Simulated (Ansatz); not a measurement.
The calculation's input:

```
crystal:
  lattice:
    - [0.0, 2.60165, 2.60165]
    - [2.60165, 0.0, 2.60165]
    - [2.60165, 2.60165, 0.0]
  atoms:
    - { symbol: Mg, position: [0.0, 0.0, 0.0] }
    - { symbol: S, position: [0.5, 0.5, 0.5] }
basis:
  ecutwfc: 420
kpoints:
  mp_grid: { grid: [8, 8, 8] }
hamiltonian:
  xc: pbesol
scf:
  occupations: { method: gaussian, width: 0.02 }
output:
  forces: true
  stress: true
  eigenvalues: true
  write_density: true
  write_potential: true
  elf: true
  volumetric_format: npy
relax:
  adjacent_minimum: "off"
  f_tol: 0.005
  max_steps: 80
  cell: { stress_tol: 0.05 }
```

Run with:

```sh
ansatz run input.yaml --threads 1 --pin off --max-ram 2560MiB --backend cpu --events-out ev --progress --plain --runs-dir out
```

Below, planes, directions and counts refer to the conventional cell (a = 5.18 Å, b = 5.18 Å, c = 5.18 Å, α = 90.00°, β = 90.00°, γ = 90.00°).

The fields are those of the relaxed geometry.

Space group Fm-3m.

Method: DFT PBEsol, scalar-relativistic, plane waves, PAW in Ansatz.

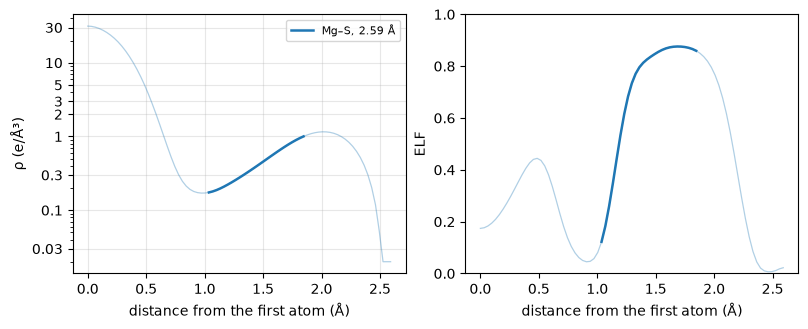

MgS. Valence pseudo-density and electron localisation function along straight lines between neighbouring atoms. Thin, pale parts lie inside the atomic spheres.

In a PAW calculation such maps are meaningful between the atoms, not at the nuclei.

### What can be read from the curves?

Mg–S (2.59 Å): ρ at the midpoint is about 0.28 e/Å³; the ELF peaks at about 0.90 in the valence shell of S, 0.9 Å from its nucleus, and falls to about 0.05 next to Mg; a largely ionic contact.
